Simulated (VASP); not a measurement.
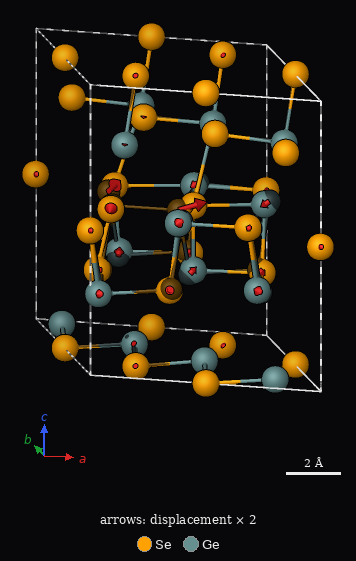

A relaxation of a defect cell of composition Ge$_{15}$Se$_{17}$. The starting structure is drawn faded, the final one solid; red arrows show the displacements, 2 times their true length.

The picture is a ball-and-stick view of the cell of the calculation (origin shifted), seen slightly off an axis.

The run lets the atoms move in a fixed cell. The atoms of the start lie slightly off their symmetric places, so part of the fall in energy undoes that.

Theory: Kohn-Sham DFT of a periodic cell, PBE, VASP PAW PBE potentials, recommended (VASP).

The input:
```
SYSTEM = Ge15Se17
PREC = Normal
ENCUT = 450
EDIFF = 1E-6
ISMEAR = 0
SIGMA = 0.01
LREAL = Auto
LASPH = .TRUE.
NELM = 150
ALGO = Normal
ISIF = 2
LWAVE = .FALSE.
LCHARG = .FALSE.
ISPIN = 2
MAGMOM = 0.25 0 0 0 0 0 0 0 0.25 0 0 0 0 0.25 0.25 0 0 0 0 0 0 0 0 0 0 0 0 0 0 0 0 0
LORBIT = 11
GGA = PE
IBRION = 2
NSW = 70
EDIFFG = -0.025
AMIX = 0.2
BMIX = 1E-4
AMIX_MAG = 0.8
BMIX_MAG = 1E-4
ICORELEVEL = 1
NELECT = 313.0
ISYM = 0
LUSENCCL = .FALSE.
```

Run as
```bash
cat potpaw_PBE.64/Se/POTCAR potpaw_PBE.64/Ge_d/POTCAR > POTCAR
mpirun -np 1 vasp_std > vasp.out
```

### Describe the change and its energy.

After 21 geometry steps the energy has fallen by 1.230 eV per cell of the calculation. Largest force component: 1.3 eV/Å at the start, 0.015 eV/Å at the end. The largest move is that of a Se atom, 0.60 Å roughly along [2 1 0]. Largest moves by element: Se 0.60 Å, Ge 0.21 Å. The cell doesn't change. Among the contacts that change: Ge–Se 3.433 → 2.677 Å, Se–Se 2.593 → 3.337 Å, Ge–Se 3.353 → 2.682 Å, Se–Se 2.504 → 3.096 Å. New bonds form, among them: Ge–Se (3.35 → 2.68 Å), Ge–Se (3.43 → 2.68 Å). Bond angles that change, for instance: Ge–Se–Ge 102.9° → 90.2°, Ge–Se–Ge 102.9° → 90.6°, Ge–Se–Ge 102.9° → 92.6°.
